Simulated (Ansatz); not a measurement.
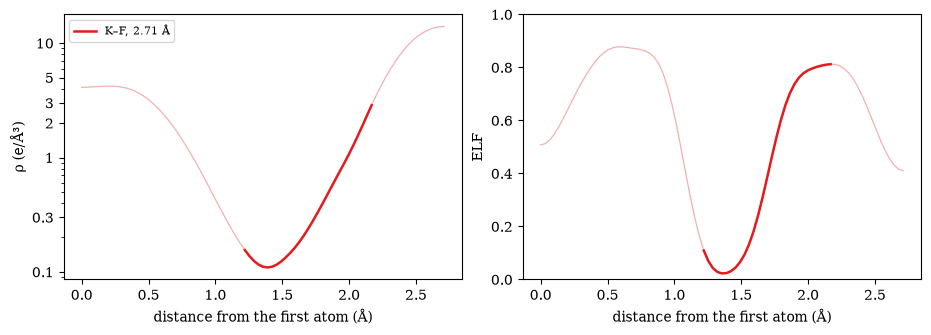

*KF. Valence electron density and ELF along straight lines between neighbouring atoms. Thin, pale parts lie inside the atomic spheres.*

Space group Fm-3m; a structure from a database of computed crystals, not necessarily the ambient phase.

Level of theory: Ansatz, DFT PBE, scalar-relativistic, plane waves, PAW.

Core electrons are frozen (PAW), and the valence fields are smoothed inside the atomic spheres.

What kind of bonding do the profiles show?

K–F (2.71 Å): ρ at the midpoint is about 0.11 e/Å³; the ELF is about 0 at the midpoint (a largely ionic contact).
